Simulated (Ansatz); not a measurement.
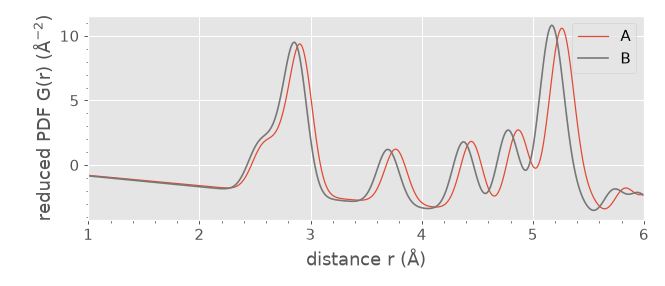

Computed X-ray G(r), with each pair weighted by the product of the atomic numbers (X-ray weights at Q = 0) and a uniform peak width σ = 0.10 Å. Both curves are of Ir in space group P6/mmm, for two cells of different size. A: the geometry relaxed with DFT, BLYP, plane waves (420 eV) with PAW, scalar-relativistic (Ansatz); the starting structure was generated, so it need not be a known form of this composition; B: the geometry relaxed with DFT, PBE, plane waves (420 eV) with PAW, scalar-relativistic in Ansatz 0.2.0; the starting structure was generated, so it need not be a known form of this composition.

Question: Which cell is the larger, and by how much?

Answer: Cell A is larger: the volume of B is 5.0 % below that of A (15.76 and 14.98 Å³ per atom), a mean linear change of -1.7 %. The shortest distance is 2.570 Å in A and 2.529 Å in B.

Question: Give both cells.

Answer: Cell A: a = 4.452 Å, b = 4.452 Å, c = 2.755 Å, α = 90.00°, β = 90.00°, γ = 120.00°
Cell B: a = 4.380 Å, b = 4.380 Å, c = 2.705 Å, α = 90.00°, β = 90.00°, γ = 120.00°
